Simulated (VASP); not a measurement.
BaTiO3: space group P4mm (No. 99), a = 4.000 Å, b = 4.000 Å, c = 4.018 Å, α = 90.00°, β = 90.00°, γ = 90.00°. Origin: an entry of the Crystallography Open Database, as set up for an electronic-structure calculation. Forms under 0.4 % of the area are left out. Forms are taken in the Laue class: a face and its opposite count as one form.

Question: What shape follows from the Bravais–Friedel–Donnay–Harker rule?

Answer: The forms computed, by share of the surface:

```json
{"form": "{100}", "faces": "4", "d (Å)": "4.000", "share of area (%)": "66.6"}
{"form": "{001}", "faces": "2", "d (Å)": "4.018", "share of area (%)": "33.4"}
```

The crystal is roughly equant (blocky). Widths along a, b and c stand as 1.00 : 1.00 : 1.00.

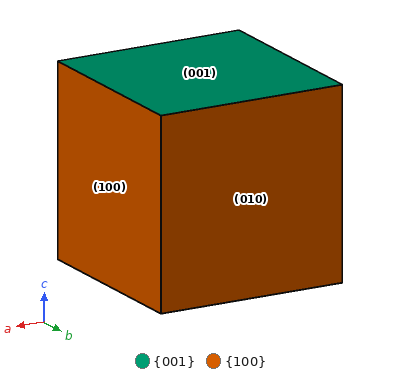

The computed shape, faces indexed. The rule is geometric and ignores bonding and growth conditions.
